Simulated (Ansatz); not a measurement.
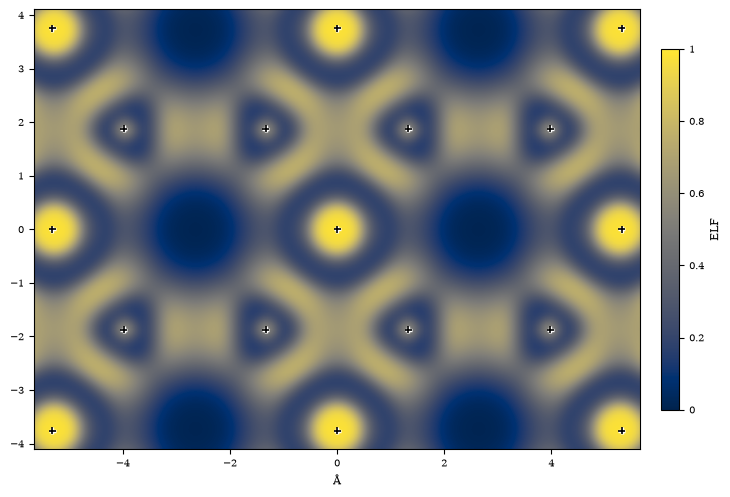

The ELF on a plane through atoms (crosses mark nuclei in the plane).

The calculation used DFT PBEsol, scalar-relativistic, plane waves, PAW in Ansatz.

Candidates:
A. Ti, a = 5.64 Å, b = 5.71 Å, c = 5.73 Å, α = 109.44°, β = 109.93°, γ = 108.34°. Space group P1; changed on purpose from its base cell (all atoms moved at random (sigma 0.03 A a component), cell strained at random (sigma 0.01)); not relaxed (largest force 0.4 eV/Å); computed pressure about −8 GPa in this cell; computed without spin polarisation.
B. CoSi2, a = 5.31 Å, b = 5.31 Å, c = 5.31 Å, α = 90.00°, β = 90.00°, γ = 90.00°. Space group Fm-3m; computed without spin polarisation.
C. Ge, a = 4.00 Å, b = 4.00 Å, c = 6.59 Å, α = 90.00°, β = 90.00°, γ = 120.00°. Space group P6₃/mmc; a structure from a database of computed crystals, not necessarily the ambient phase.

Q: Which candidate gave the map?

A: Candidate B: CoSi2 on the (110) plane of the conventional cell, which holds Co and Si. Co–Si (2.30 Å): the ELF peaks at about 0.75 in the valence shell of Si, 0.9 Å from its nucleus, and is about 0.50 at the midpoint.
